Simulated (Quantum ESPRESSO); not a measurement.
# Energy of MgTe along an even scaling of the cell

System: MgTe (F-43m, 2 atoms in the cell).
Method: Kohn-Sham DFT of a periodic cell, PBE, SSSP 1.3 efficiency PBE, no spin polarisation (Quantum ESPRESSO 7.5).

The 7 runs differ only in the geometry, by an even scaling of the cell at fixed fractional positions. The structure derives from a Materials Project entry.

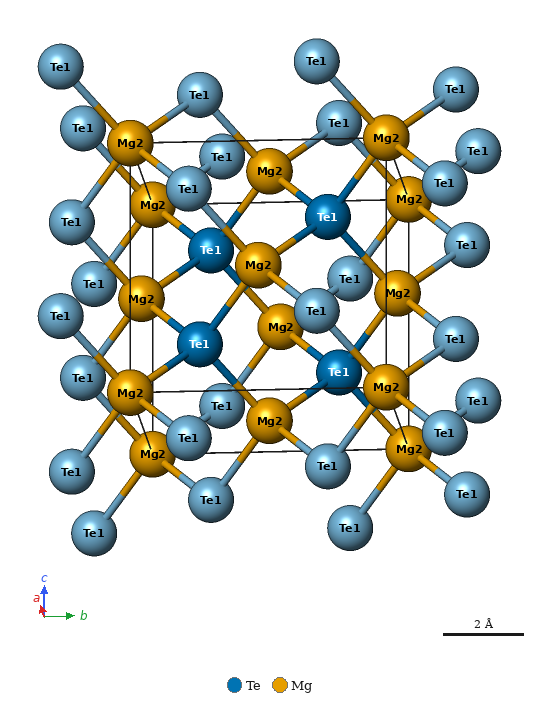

Figure 1. The structure of run 4 (ball-and-stick view of the cell 4 times as large as that of the calculation, set on its symmetry axes, seen at an oblique angle; neighbours outside the cell are drawn fainter; atoms are numbered from 1 in the order of the input).

### Input of run 4
```
&CONTROL
  calculation = 'scf'
  prefix = 'pwscf'
  outdir = './tmp'
  pseudo_dir = './pseudo'
  tprnfor = .true.
  tstress = .true.
  disk_io = 'nowf'
/
&SYSTEM
  ibrav = 0
  nat = 2
  ntyp = 2
  ecutwfc = 55
  ecutrho = 440
  nbnd = 9
  occupations = 'smearing'
  smearing = 'fd'
  degauss = 0.00367493
/
&ELECTRONS
  conv_thr = 4d-10
  electron_maxstep = 120
  mixing_beta = 0.5
/
ATOMIC_SPECIES
Te   127.6000 Te_pbe_v1.uspp.F.UPF
Mg    24.3050 Mg.pbe-n-kjpaw_psl.0.3.0.UPF
CELL_PARAMETERS angstrom
   0.0000000000    3.2319988239    3.2319988239
   3.2319988239    0.0000000000    3.2319988239
   3.2319988239    3.2319988239    0.0000000000
ATOMIC_POSITIONS crystal
Te     0.2500000000    0.2500000000    0.2500000000
Mg     0.0000000000    0.0000000000    0.0000000000
K_POINTS automatic
7 7 7 0 0 0
```

Command:
```bash
OMP_NUM_THREADS=1 pw.x -in pw.in > pw.out
```

Lattice vectors (Å) and fractional positions of run 4:
```
   0.000000    3.231999    3.231999
   3.231999    0.000000    3.231999
   3.231999    3.231999    0.000000
Te  0.250000  0.250000  0.250000
Mg  0.000000  0.000000  0.000000
```

Run 3 differs from it as follows:
```diff
-   0.0000000000    3.2319988239    3.2319988239
-   3.2319988239    0.0000000000    3.2319988239
-   3.2319988239    3.2319988239    0.0000000000
+   0.0000000000    3.2103069030    3.2103069030
+   3.2103069030    0.0000000000    3.2103069030
+   3.2103069030    3.2103069030    0.0000000000
```

### Results, with one run withheld

```csv
run,volume per atom (Å³),"free energy per atom, from the lowest run given (meV)",pressure (GPa),gap on the mesh (eV)
1,31.735,25.40,3.28,2.70
2,32.410,13.65,2.32,2.61
3,33.086,?,?,?
4,33.761,1.30,0.67,2.42
5,34.436,0.00,−0.04,2.33
6,35.111,1.52,−0.68,2.25
7,35.787,5.60,−1.25,2.17
```

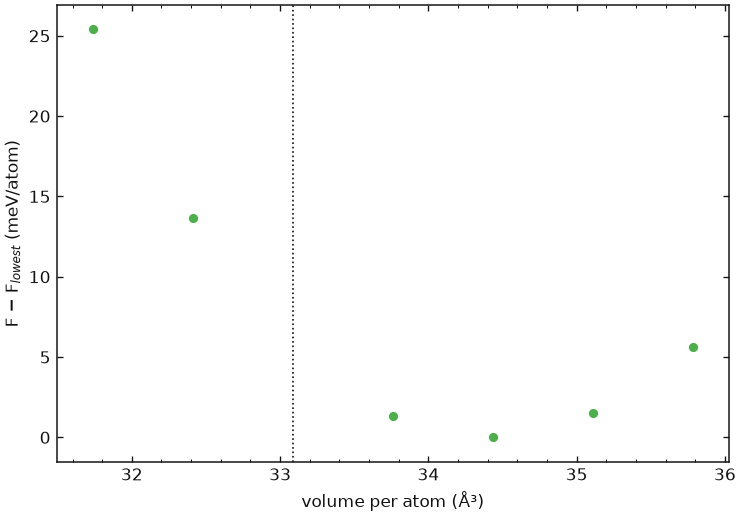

Figure 2. Free energy per atom of the runs given; the dotted line marks run 3.

Estimate the energy of run 3 from the others.

A cubic polynomial in V^(−2/3) (the Birch–Murnaghan form), fitted to the 6 runs given, misses them by under 0.01 meV per atom. With x = V^(−2/3) − 0.09562 Å⁻², it reads F = 1.0669 + 1997.4 x + 9.3085e+05 x² + 9.8224e+05 x³ (meV per atom). At run 3 it gives 5.73 meV per atom, and the run itself gives 5.74. The slope of the fit gives a pressure −dF/dV of 1.45 GPa there, and the run prints 1.45 GPa. The fit has its minimum at 34.399 Å³ per atom, where V d²F/dV² gives 34.3 GPa: the bulk modulus at this level, since symmetry fixes the shape and the positions. The gap on the mesh goes, without turning, from 2.70 eV in run 1 to 2.17 eV in run 7; run 3 has 2.51 eV. These are gaps of this functional on this mesh, which can miss the band edges; they aren't the measured gap.

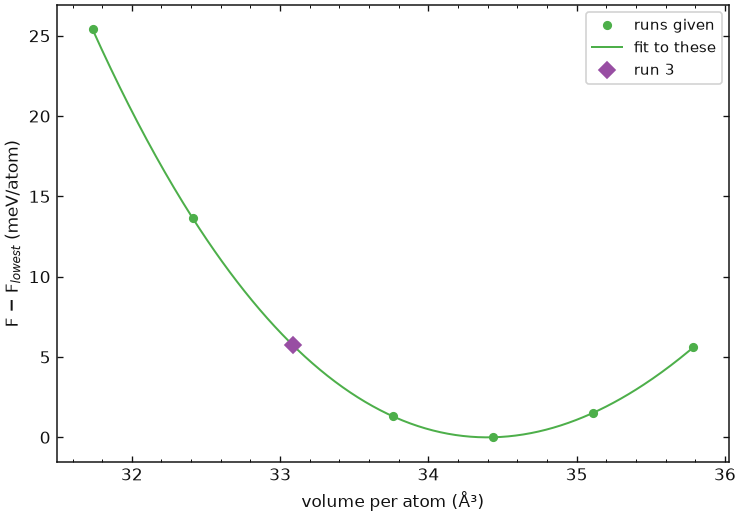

Figure 3. The fit and the withheld run.

### Some lines of the output (run 3)
```
[...]
     total energy              =     -60.23712893 Ry
     total energy              =     -60.24445330 Ry
     total energy              =     -60.24486112 Ry
     total energy              =     -60.24494286 Ry
     total energy              =     -60.24503586 Ry
     total energy              =     -60.24503637 Ry
     total energy              =     -60.24503643 Ry
     total energy              =     -60.24503645 Ry
     total energy              =     -60.24503646 Ry
     the Fermi energy is     3.9827 ev
!    total energy              =     -60.24503646 Ry
     The total energy is F=E-TS. E is the sum of the following terms:
     Computing stress (Cartesian axis) and pressure
          total   stress  (Ry/bohr**3)                   (kbar)     P=       14.50
```
